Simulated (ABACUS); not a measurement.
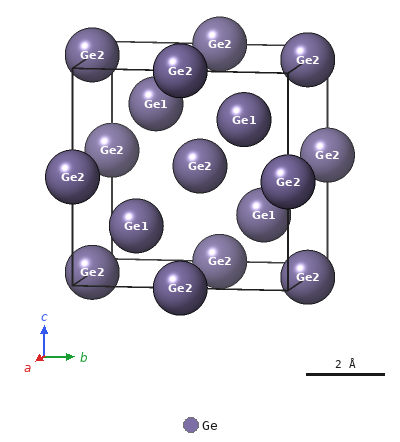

**Figure 1.** The structure (spheres-only view of the cell 4 times as large as that of the calculation, set on its symmetry axes, seen slightly off an axis; atoms are numbered from 1 in the order of the input).

Run report: Ge, band-structure run (part 1 of 2)

System: Ge (Fd-3m, 2 atoms in the cell).
Method: Kohn-Sham DFT of a periodic cell, rPW86PBE, Ansatz NC PBE, no spin polarisation (ABACUS 3.10.1).

The structure derives from an entry of the Crystallography Open Database.

Input file:
```
INPUT_PARAMETERS
suffix              Ge
calculation         scf
basis_type          pw
pseudo_dir          ./
symmetry            1
dft_functional      GGA_X_RPW86+GGA_C_PBE
ecutwfc             79
pseudo_rcut         10
nspin               1
nbands              24
ks_solver           dav
smearing_method     fd
smearing_sigma      0.00367493
scf_thr             1e-08
scf_nmax            100
mixing_type         broyden
mixing_beta         0.7
cal_force           1
cal_stress          1
out_chg             1
out_pot             2
out_elf             1
```

File STRU:
```
ATOMIC_SPECIES
Ge 72.6300 Ge.upf

LATTICE_CONSTANT
7.5601949712

LATTICE_VECTORS
0.0000000000 0.7071067812 0.7071067812
0.7071067812 0.0000000000 0.7071067812
0.7071067812 0.7071067812 0.0000000000

ATOMIC_POSITIONS
Cartesian

Ge
0.0
2
1.0606601718 1.0606601718 1.0606601718 1 1 1
0.7071067812 0.7071067812 0.7071067812 1 1 1
```

File KPT:
```
K_POINTS
0
Gamma
6 6 6 0 0 0
```

Launched with:
```bash
OMP_NUM_THREADS=1 mpirun -np 4 abacus > log
```

What the program printed:
```
ABACUS v3.10.1

               Atomic-orbital Based Ab-initio Computation at UStc

 ------------------------------------------------------------------------------------

 READING GENERAL INFORMATION
                           global_out_dir = OUT.Ge/
                           global_in_card = INPUT
                               pseudo_dir = ./
                              orbital_dir =
                                    DSIZE = 4
                                    GSIZE = 1

 READING UNITCELL INFORMATION
                                    ntype = 1
                  lattice constant (Bohr) = 7.56019
              lattice constant (Angstrom) = 4.00068

 READING ATOM TYPE 1
                               atom label = Ge
                      L=0, number of zeta = 1
                      L=1, number of zeta = 1
                      L=2, number of zeta = 1
             number of atom for this type = 2

                        TOTAL ATOM NUMBER = 2
CARTESIAN COORDINATES ( UNIT =       7.560194971200 Bohr ).
    atom                   x                   y                   z     mag                  vx                  vy                  vz
tauc_Ge1            1.0606601718        1.0606601718        1.0606601718  0.0000        0.0000000000        0.0000000000        0.0000000000
tauc_Ge2            0.7071067812        0.7071067812        0.7071067812  0.0000        0.0000000000        0.0000000000        0.0000000000

                          Volume (Bohr^3) = 305.551
                             Volume (A^3) = 45.278

 Lattice vectors: (Cartesian coordinate: in unit of a_0)
                   +0           +0.707107           +0.707107
            +0.707107                  +0           +0.707107
            +0.707107           +0.707107                  +0
 Reciprocal vectors: (Cartesian coordinate: in unit of 2 pi/a_0)
            -0.707107           +0.707107           +0.707107
            +0.707107           -0.707107           +0.707107
            +0.707107           +0.707107           -0.707107
 The esolver type has been set to : ksdft_pw

                PAO radial cut off (Bohr) = 10

 Read in pseudopotential file is Ge.upf
                     pseudopotential type = NC
          exchange-correlation functional = PBE
                 nonlocal core correction = 1
                        valence electrons = 14
                                     lmax = 2
                           number of zeta = 3
                     number of projectors = 6
                           L of projector = 0
                           L of projector = 0
                           L of projector = 1
                           L of projector = 1
                           L of projector = 2
                           L of projector = 2
 XC functional updated to : GGA_X_RPW86+GGA_C_PBE
          exchange-correlation functional = GGA_X_RPW86+GGA_C_PBE
     initial pseudo atomic orbital number = 18

 SETUP THE ELECTRONS NUMBER
            electron number of element Ge = 14
      total electron number of element Ge = 28
            AUTOSET number of electrons:  = 28
                           occupied bands = 14
                                   NBANDS = 24
                                   NLOCAL = 18

%%%%%%%%%%%%%%%%%%%%%%%%%%%%%%%%%%%%%%%%%%%%%%%%%%%%%%%%%%%%%%%%%%%%%%%%%%%%%%%%%%%%%%%%%%%%%%%%%%%%%%%%%%
 Warning: the number of valence electrons in pseudopotential > 4 for Ge: [Ar] 3d10 4s2 4p2
 Pseudopotentials with additional electrons can yield (more) accurate outcomes, but may be less efficient.
 If you're confident that your chosen pseudopotential is appropriate, you can safely ignore this warning.
%%%%%%%%%%%%%%%%%%%%%%%%%%%%%%%%%%%%%%%%%%%%%%%%%%%%%%%%%%%%%%%%%%%%%%%%%%%%%%%%%%%%%%%%%%%%%%%%%%%%%%%%%%

 SETUP THE PLANE WAVE BASIS
 energy cutoff for charge/potential (unit:Ry) = 316
            fft grid for charge/potential = [ 45, 45, 45 ]
                        fft grid division = [ 1, 1, 1 ]
        big fft grid for charge/potential = [ 45, 45, 45 ]
                                     nbxx = 24300
                                     nrxx = 24300

 SETUP PLANE WAVES FOR CHARGE/POTENTIAL
                    number of plane waves = 29003
                         number of sticks = 1261

 PARALLEL PW FOR CHARGE/POTENTIAL
     PROC   COLUMNS(POT)             PW
        1            316           7251
        2            313           7251
        3            316           7250
        4            316           7251
 --------------- sum -------------------
        4           1261          29003
                            number of |g| = 306
                                  max |g| = 457.5
                                  min |g| = 1.5

----------- Double Check Mixing Parameters Begin ------------
mixing_type: broyden
mixing_beta: 0.7
mixing_gg0: 1
mixing_gg0_min: 0.1
mixing_ndim: 8
----------- Double Check Mixing Parameters End ------------

 LATTICE VECTORS: (CARTESIAN COORDINATE: IN UNIT OF A0)
                   +0           +0.707107           +0.707107
            +0.707107                  +0           +0.707107
            +0.707107           +0.707107                  +0
                       right hand lattice = 1
                                   NORM_A = 1
                                   NORM_B = 1
                                   NORM_C = 1
                           ALPHA (DEGREE) = 60
                           BETA  (DEGREE) = 60
                           GAMMA (DEGREE) = 60

 The lattice vectors have been changed (STRU_SIMPLE.cif)

(for optimal symmetric configuration:)
                             BRAVAIS TYPE = 3
                     BRAVAIS LATTICE NAME = 03. Cubic F (face-centered)
                                    ibrav = 3
                                    IBRAV = 3
                                  BRAVAIS = FACE CENTERED CUBIC
                       LATTICE CONSTANT A = 1.41421
Original cell was already a primitive cell.
                        ROTATION MATRICES = 48
              PURE POINT GROUP OPERATIONS = 24
                   SPACE GROUP OPERATIONS = 48
                                       C2 = 3
                                       C3 = 8
                                       C4 = 0
                                       C6 = 0
                                       S1 = 6
                                       S3 = 0
                                       S4 = 6
                                       S6 = 0
                              POINT GROUP = T_d
               POINT GROUP IN SPACE GROUP = O_h

 SETUP K-POINTS
                                    nspin = 1
                   Input type of k points = Monkhorst-Pack(Gamma)
                                   nkstot = 216
                       right hand lattice = 1
(for reciprocal lattice: )
                             BRAVAIS TYPE = 2
                     BRAVAIS LATTICE NAME = 02. Cubic I (body-centered)
                                    ibrav = 2
                       right hand lattice = 1
(for k-lattice: )
                             BRAVAIS TYPE = 2
                     BRAVAIS LATTICE NAME = 02. Cubic I (body-centered)
                                    ibrav = 2
                       right hand lattice = 1
                        ROTATION MATRICES = 48
                               nkstot_ibz = 16
K-POINTS REDUCTION ACCORDING TO SYMMETRY
     IBZ    DIRECT_X    DIRECT_Y    DIRECT_Z  WEIGHT  ibz2bz
       1  0.00000000  0.00000000  0.00000000  0.0046       0
       2  0.16666667  0.16666667  0.16666667  0.0370       1
       3  0.33333333  0.33333333  0.33333333  0.0370       2
       4  0.50000000  0.50000000  0.50000000  0.0185       3
       5  0.16666667  0.16666667  0.00000000  0.0278       7
       6  0.33333333  0.33333333  0.16666667  0.1111       8
       7  0.50000000  0.50000000  0.33333333  0.1111       9
       8  0.50000000  0.33333333  0.33333333  0.1111      10
       9  0.33333333  0.16666667  0.16666667  0.0556      11
      10  0.33333333  0.33333333  0.00000000  0.0278      14
      11  0.50000000  0.50000000  0.16666667  0.1111      15
      12 -0.33333333  0.33333333  0.33333333  0.0556      16
      13  0.50000000  0.50000000  0.00000000  0.0139      21
      14  0.50000000  0.33333333  0.16666667  0.1111      51
      15  0.50000000  0.33333333 -0.33333333  0.1111      52
      16  0.50000000  0.33333333 -0.16666667  0.0556      58

                               nkstot now = 16
[... K-POINTS DIRECT COORDINATES: 16 rows ...]

           k-point number in this process = 16
       minimum distributed K point number = 16
[... stars of the k points ...]

[... K-POINTS CARTESIAN COORDINATES: 16 rows ...]

[... K-POINTS DIRECT COORDINATES: 16 rows ...]

 SETUP PLANE WAVES FOR WAVE FUNCTIONS
     energy cutoff for wavefunc (unit:Ry) = 79
              fft grid for wave functions = [ 45, 45, 45 ]
                    number of plane waves = 4645
                         number of sticks = 367

 PARALLEL PW FOR WAVE FUNCTIONS
     PROC   COLUMNS(POT)             PW
        1             91           1161
        2             92           1161
        3             92           1161
        4             92           1162
 --------------- sum -------------------
        4            367           4645

 SETUP NONLOCAL PSEUDOPOTENTIALS IN PLANE WAVE BASIS
 Ge non-local projectors:
 projector 1 L=0
 projector 2 L=0
 projector 3 L=1
 projector 4 L=1
 projector 5 L=2
 projector 6 L=2
      TOTAL NUMBER OF NONLOCAL PROJECTORS = 36

 Init Non-Local PseudoPotential table :
 Init Non-Local-Pseudopotential done.

                                     npwx = 929

 Make real space PAO into reciprocal space.
       max mesh points in Pseudopotential = 1001
     dq(describe PAO in reciprocal space) = 0.01
                                    max q = 1071

 number of pseudo atomic orbitals for Ge is 3
WARNING: norm of atomic wavefunction # 3 of atomic type Ge is 0.999795, renormalized

 -------------------------------------------
 SELF-CONSISTENT
 -------------------------------------------
                                 init_chg = atomic

 PW ALGORITHM --------------- ION=   1  ELEC=   1--------------------------------
 Notice: Threshold on eigenvalues was too large.
 hsover_error=0.28 > DRHO=0.0404961
 Origin diag ethr = 0.01
 New diag ethr = 0.000144629

 Density error is 0.0409487479981
                          Error Threshold = 0.000144628845576
----------------------------------------------------------
     Energy           Rydberg                 eV
```
